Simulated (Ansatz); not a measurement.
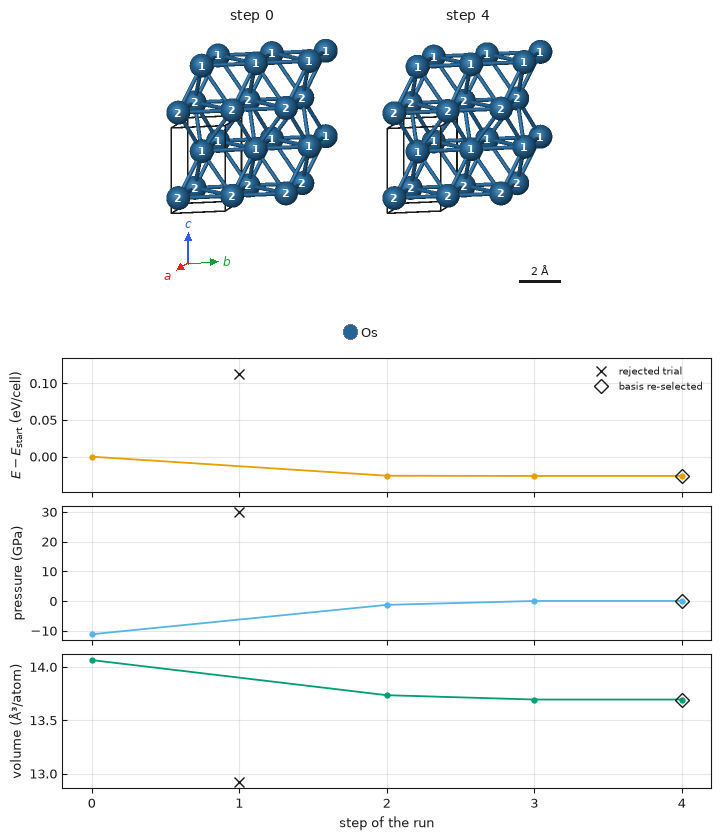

First and last geometry of a relaxation of solid Os (built on the hcp type), with the history of the run. Style: ball-and-stick. Shown: the cell of the calculation, repeated 2 × 3 × 2 with one cell outlined, slightly off an axis.

Computed with DFT LDA, scalar-relativistic, plane waves, PAW (Ansatz 0.2.0).

Input file:
```yaml
crystal:
  lattice:
    - [2.74, 0.0, 0.0]
    - [-1.37, 2.3729096064, 0.0]
    - [0.0, 0.0, 4.32646]
  atoms:
    - { symbol: Os, position: [0.3333333333, 0.6666666667, 0.75] }
    - { symbol: Os, position: [0.6666666667, 0.3333333333, 0.25] }
basis:
  ecutwfc: 600
  ecutrho_ratio: 5
kpoints:
  mp_grid: { grid: [18, 18, 10] }
hamiltonian:
  xc: lda
scf:
  occupations: { method: gaussian, width: 0.05 }
output:
  forces: true
  stress: true
  eigenvalues: true
relax:
  f_tol: 0.01
  max_steps: 60
  cell: { stress_tol: 0.15 }
```

### Did the run converge, and what did it change?

It converged. No atom moves by more than 0.005 Å relative to the cell. The volume changes by −2.6 %, with a = b 2.740 → 2.714 Å (−0.9 %), c 4.326 → 4.294 Å (−0.8 %). Among the contacts that change: Os1–Os1 2.740 → 2.714 Å, Os1–Os2 2.680 → 2.658 Å. The space group stays P6_3/mmc (No. 194). After 2 accepted moves (4 points after the start) the energy has fallen by 26.3 meV per cell of the calculation. All forces vanish by symmetry, so only the cell relaxes. The pressure goes from −11.14 to 0.07 GPa. The line search rejected the trial step at point 1 of the run. The SCF was repeated once at an unchanged geometry on a basis and grid sized afresh for the cell, which shifted the energy by less than 0.05 meV per cell of the calculation at most. The run took roughly 70 core-seconds on a shared host.

```
step  E − E(0), meV/atom  pressure, GPa  volume, Å³/atom                      note
   0                0.00         -11.14           14.065                          
   1               56.32          30.02           12.919                  rejected
   2              -12.98          -1.25           13.736                          
   3              -13.14           0.07           13.695                          
   4              -13.13           0.07           13.695  same geometry, new basis
```
